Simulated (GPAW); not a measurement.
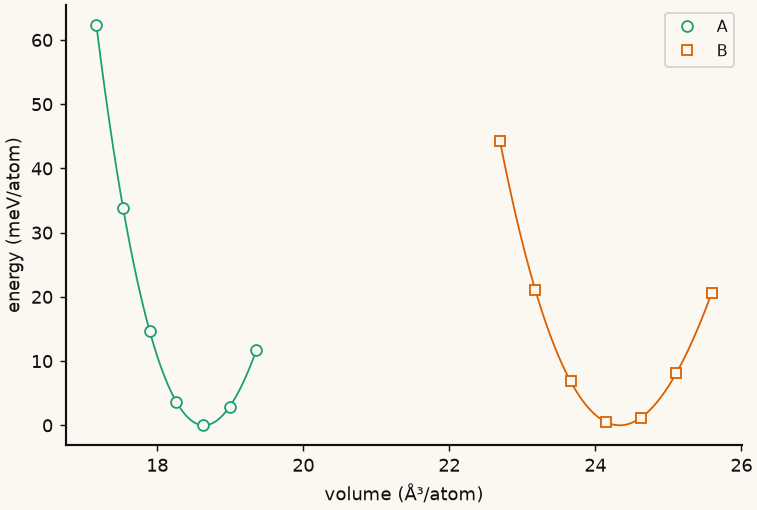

The figure compares two calculations of the energy against volume, each curve from its own zero. The first is for Te₂Pt, space group P-3m1 (No. 164).

The cell holds 3 atoms.

How it was computed, with GPAW 26.7.0: PAW DFT in plane waves, on a grid or in atomic orbitals, no spin polarisation; energies at scaled volumes of the given cell, shape and fractions fixed, counted from the fit's minimum, third-order Birch-Murnaghan fit. Level: LDA.

```
         setting                                 value
          k mesh                                 6×6×4
     occupations                           Fermi–Dirac
  smearing width                               0.05 eV
      potentials  GPAW PAW data sets (gpaw data 1.2.1)
     wave cutoff                                600 eV
program settings                              basis pw
```

In the second, Te is replaced by S on all its sites, which gives PtS₂ in the same structure. The second calculation uses k mesh 7×7×4.

> Which of A and B is the second calculation, and what did the change do?

A. The equilibrium volume falls from 24.33 to 18.64 Å³/atom (−23 %) and the bulk modulus rises from 112 to 146 GPa (+30 %).

For both, limits of the calculation: spin-orbit coupling left out, heavy elements; shape and atomic fractions are frozen while scaling, which makes layered, chain and framework solids too stiff.

V0 and the bulk modulus come from third-order Birch–Murnaghan fits.
